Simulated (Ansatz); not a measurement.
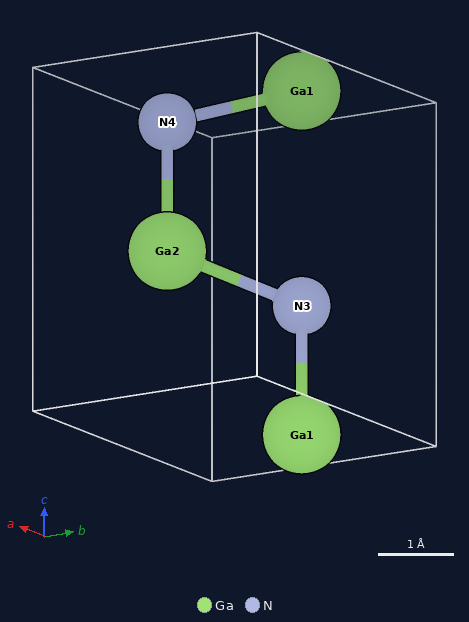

The structure as given in the input (ball-and-stick view of the cell of the calculation, seen at an oblique angle; atoms are numbered from 1 in the order of the input). An atom can appear more than once, as a periodic image. Near neighbours in the periodic cell (some may lie outside the picture): Ga has 4 N at 1.94 to 1.95 Å; N has 4 Ga at 1.94 to 1.95 Å.

## GaN: single-point calculation

GaN (P6₃mc, 4 atoms in the cell), computed with DFT PBE+D3(BJ), scalar-relativistic, plane waves, PAW, no spin polarisation (Ansatz 0.2.0).

The structure derives from an entry of the Crystallography Open Database. Figures and captions count atoms from 1; the log counts them from 0 in places.

**What the program printed**
```
Engine: ansatz 0.2.0, x86_64-unknown-linux-gnu
Pseudopotentials: kind: paw
Pseudopotential: Ga, paw, valence charge 13, recommended cutoff 420 eV (normal), Ga.paw.azcp
Pseudopotential: N, paw, valence charge 5, recommended cutoff 420 eV (normal), N.paw.azcp
Functional definition: PBE
  parameter kappa = 0.804
  parameter beta = 0.06672455060314922
  exchange = pbe_x(kappa = kappa, mu = beta*pi^2/3)
  correlation = pbe_c(beta = beta)
Crystal: 4 atoms, lattice volume = 45.242 Å³
Basis set: ecut = 420 eV, 881 PW (Γ), exchange–correlation on 48×48×72 points (8 copies of the dense FFT grid, shifted against one another)
Bands: 22, of which v1, the nominal top of the filled ones, is band 18 counted from 1 (17 counted from 0)
Symmetry: 12 space group operations
Space group: P63mc (ITA 186), of the structure as read, at distance tolerance 3.6e-5 Å
k-points: 21 of 144 (time reversal used)
Non-local potential: Ga, projectors of the file, l = 0: 2, l = 1: 2, l = 2: 3, l = 3: 1
Non-local potential: N, projectors of the file, l = 0: 2, l = 1: 2, l = 2: 1
PAW form: soft (Blöchl's): semilocal exchange-correlation on the pseudo side does not see the compensation charge
PAW one-centre angular grid: Ga, 590 points (default); XC on 64 Gauss nodes
PAW one-centre angular grid: N, 110 points (default); XC on 64 Gauss nodes
Initial density: superposition of atomic densities (neutral atoms: chi_scale 0, normalization atom), corrected by the library's trained network
Initial wavefunctions: pseudopotential atomic-orbital guess
Functional: x = pbe(κ = 0.804, μ = 0.2195149727645171), c = pbe(β = 0.06672455060314922)
SCF iter   1: F=—  HF=-8336.818127 eV  |F-HF|=—  |Δ(HF+E_count)|=         —  Δρ=7.78e-4  dr2=1.22e-4  ethr=1.77e-3  ⟨swp⟩=4.7  Hψ=1807  notcnv=0
preconditioner: auto → Resta (q_TF=auto, 2.626 Å⁻¹)  ε∞=5.0  [insulator: Δε(μ)=1.958 eV  Ē_g=16.645 eV  σ=0.100 eV  W_gap=1.00  n_scr=22 (ndim 8)  ℏωp=33.1 eV  f_vac=0.008  D(μ)=0.00/eV (n_scr^D=0)  ε∞_Penn≈5.0]
SCF iter   2: F=—  HF=-8336.818745 eV  |F-HF|=—  |Δ(HF+E_count)|=   6.18e-4  Δρ=4.01e-4  dr2=2.53e-5  ethr=3.38e-7  ⟨swp⟩=2.9  Hψ=1042  notcnv=0
SCF iter   3: F=—  HF=-8336.818860 eV  |F-HF|=—  |Δ(HF+E_count)|=   1.15e-4  Δρ=1.83e-4  dr2=6.62e-6  ethr=7.04e-8  ⟨swp⟩=2.0  Hψ=809  notcnv=0
SCF iter   4: F=—  HF=-8336.818886 eV  |F-HF|=—  |Δ(HF+E_count)|=   2.60e-5  Δρ=4.95e-5  dr2=8.29e-7  ethr=1.84e-8  ⟨swp⟩=2.0  Hψ=825  notcnv=0
iter 5 did not close the SCF: its close was put off for the readings that it lacked (scf_convergence_deferred on its scf_iter line)
SCF iter   5: F=-8336.818889 eV  HF=-8336.818888 eV  |F-HF|=1.88e-7  |Δ(HF+E_count)|=   2.08e-6  Δρ=1.65e-5  dr2=9.53e-8  ethr=2.30e-9  ⟨swp⟩=2.0  Hψ=819  notcnv=0
SCF iter   6: F=-8336.818889 eV  HF=-8336.818889 eV  |F-HF|=8.09e-10  |Δ(HF+E_count)|=   2.09e-7  Δρ=6.18e-6  dr2=1.56e-8  ethr=2.65e-10  ⟨swp⟩=2.0  Hψ=1727  notcnv=0
SCF 1 converged in 6 iterations: F = -8336.818889 eV  dr2 = 1.56e-8
  greatest PAW one-centre occupation: 0.995 electrons in one spin orbital (limit 2), on the Ga atom at site 1 (counted from 0), in its partial waves of l = 2
```

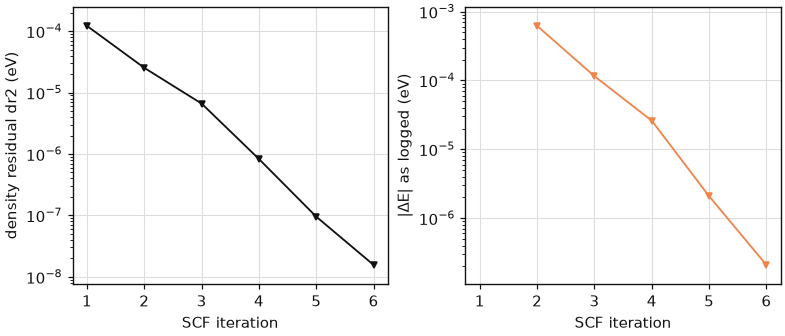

Convergence of the self-consistent field: density residual dr2 and size of the energy change against the SCF iteration. The residual falls at every step.

```
SCF converged after 6 iterations
Free energy (F): -8336.818889 eV
Harris-Foulkes:  -8336.818889 eV  (|F-HF|=8.09e-10)
Internal energy: -8336.818889 eV  (E = F + TS)
E sigma→0 (E₀):  -8336.818889 eV
Fermi energy:    10.837787 eV
--- Per-component energies (eV) ---
  E_band       = -5.293641
  E_kinetic    = 495.432512
  E_local      = -3889.025160  (includes V_loc(G=0)·N_el)
  E_nonlocal   = 948.896371
  E_hartree    = 1791.484921
  E_xc         = -257.974230
  E_vxc        = -268.787457  (∫ρ·V_xc dr)
  E_paw        = -4240.779222  (= ΣΔE_a)
  E_vpaw       = -874.779175  (= ΣTr[D̂ρ^β])
  E_aug_tail   = 0.000054  (compensation charges beyond the density's cutoff)
  E_ewald      = -3183.826958
  E_disp       = -1.027176  (pairwise vdW)
  E_smearing   = -0.000000  (= −TS)
  E_closure    = -0.000000  (closes the sum)
  Σ components = -8336.818889   (vs F -8336.818889, Δ=0.00e0)
--- Forces (eV/Å), atoms counted from 1 ---
  atom   1  Ga     0.00000000     0.00000000    -0.13637554
  atom   2  Ga     0.00000000    -0.00000000    -0.13637554
  atom   3  N     -0.00000000     0.00000000     0.13636967
  atom   4  N      0.00000000    -0.00000000     0.13636967
  max |Σ_I F_I| component: 1.17e-5 eV/Å
--- Stress (GPa, compression-positive) ---
        2.783290       0.000000      -0.000000
        0.000000       2.783290      -0.000000
       -0.000000      -0.000000       4.919016
  P = ⅓ Tr σ = 3.4952 GPa (34.952 kbar)
--- Band table (eV; the first three rows and the last of 21) ---
  k-point 0: bands = ["-6.2135", "-5.2774", "-3.6526", "-3.6312", "-3.6312", "-3.5672", "-3.5672", "-3.3756", "-3.3756", "-3.2738", "-3.2738", "-2.0125", "2.7093", "8.7923", "8.7923", "9.7945", "9.8543", "9.8543", "11.8177", "14.1555", "19.1068", "19.7821"]
  k-point 1: bands = ["-6.0345", "-5.3534", "-3.6274", "-3.6274", "-3.5966", "-3.5817", "-3.5817", "-3.3556", "-3.3556", "-3.2840", "-3.2840", "-2.5767", "3.7832", "8.3010", "8.9404", "8.9404", "9.6917", "9.6917", "13.0059", "14.2610", "18.7173", "19.4889"]
  k-point 2: bands = ["-5.6385", "-5.6385", "-3.6097", "-3.6097", "-3.6097", "-3.6097", "-3.3151", "-3.3151", "-3.3151", "-3.3151", "-3.3017", "-3.3017", "5.9789", "5.9789", "9.3096", "9.3096", "9.3096", "9.3096", "14.1440", "14.1440", "18.3986", "18.3986"]
  k-point 20: bands = ["-5.1102", "-5.1102", "-3.5133", "-3.5133", "-3.4943", "-3.4943", "-3.3549", "-3.3549", "-3.3300", "-3.3300", "-1.5827", "-1.5827", "3.6507", "3.6507", "5.6279", "5.6279", "8.3471", "8.3471", "16.3479", "16.3479", "17.1830", "17.1830"]
```

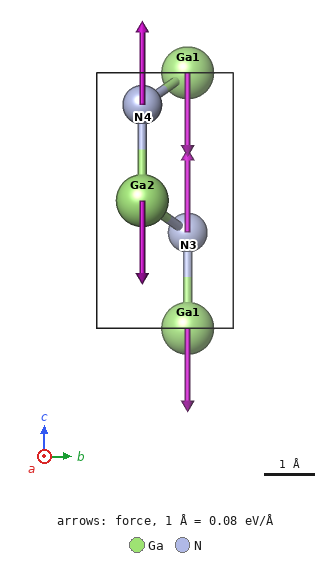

Forces on the atoms as pink arrows (ball-and-stick view of the cell of the calculation, along the a axis; atoms are numbered from 1 in the order of the input). The largest act on Ga1, Ga2 (0.14 eV/Å); N3, N4 (0.14 eV/Å). The geometry is not a stationary point of this energy.

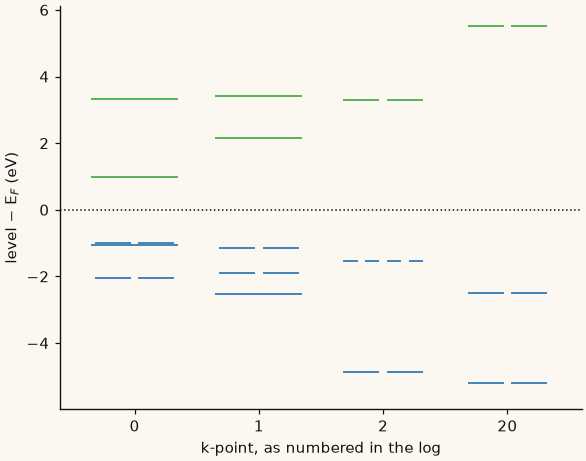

Kohn–Sham levels near the Fermi level (dotted) at the few k-points that the log prints; levels within 0.02 eV of each other stand side by side. Among these points the highest filled and lowest empty levels are 1.96 eV apart, which is the gap on the mesh.

The run was set up as follows.

**The input**
```yaml
crystal:
  lattice:
    - [3.1799996605, 0.0, 0.0]
    - [-1.5899998303, 2.75396049, 0.0]
    - [0.0, 0.0, 5.166]
  atoms:
    - { symbol: Ga, position: [0.3333333333, 0.6666666667, 0.0] }
    - { symbol: Ga, position: [0.6666666667, 0.3333333333, 0.5] }
    - { symbol: "N", position: [0.3333333333, 0.6666666667, 0.375] }
    - { symbol: "N", position: [0.6666666667, 0.3333333333, 0.875] }
basis:
  ecutwfc: 420
kpoints:
  mp_grid: { grid: [6, 6, 4] }
hamiltonian:
  xc: pbe
  dispersion: d3bj
scf:
  occupations: { method: gaussian, width: 0.1 }
output:
  forces: true
  stress: true
  eigenvalues: true
```

Launch command:
```bash
ansatz run input.yaml --threads 4 --pin off --max-ram 10240MiB --backend cpu --events-out ev --progress --plain --runs-dir out
```

**Key numbers**

| quantity | value |
| --- | --- |
| outcome | converged |
| space group (tolerance 0.01 Å) | P6₃mc (186) |
| electrons treated | 36 |
| free energy | −8336.8189 eV |
| Fermi energy | 10.838 eV |
| gap on the k-point mesh | 1.96 eV |
| pressure | 3.50 GPa |
| largest force (length of the vector) | 0.136 eV/Å |
| hardware | 4 threads of AMD EPYC (Zen 3), 189 GiB of memory available, shared host |
| wall time | 1.5 s (CPU time 4 s) |
| peak memory | 0.36 GiB |
